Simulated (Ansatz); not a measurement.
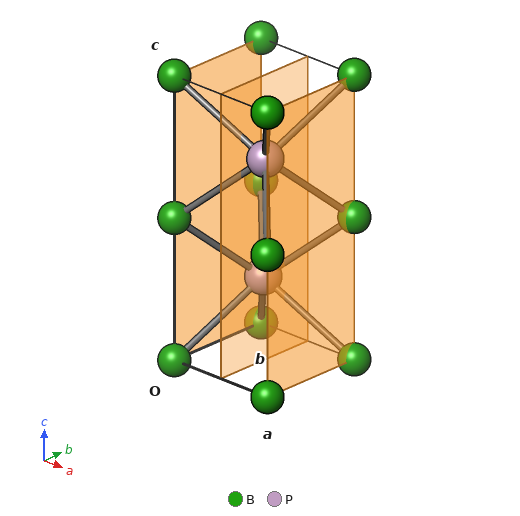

Crystal: BP, the end point of a relaxation with DFT, r2SCAN, plane waves, PAW (Ansatz 0.2.0); the starting structure was generated, so it need not be a known form of this composition. Every member of one family of equally spaced planes, hx + ky + lz = a whole number, that cuts the unit cell is shaded (one member passes through the origin O). All values are computed from the atomic coordinates in the standard setting (tolerance 0.002 Å).

a = 3.080 Å, b = 3.080 Å, c = 5.015 Å, α = 90.00°, β = 90.00°, γ = 120.00°.

Q: Index the planes.

A: (2 0 0), in four indices (2 0 −2 0); the opposite sign names the same planes. The member next to the origin meets the axes a at 1/2, b never, c never.

Q: What is the spacing?

A: d = 1.334 Å.

Q: Which atoms of the cell lie in these planes (within 0.03 Å)?

A: all 2 B.

Q: The space group is No. 194, P6_3/mmc. How many reflections hkl are equivalent to this one (itself included), and does it occur?

A: 6 reflections are equivalent in the Laue class 6/mmm. The space group allows the reflection.
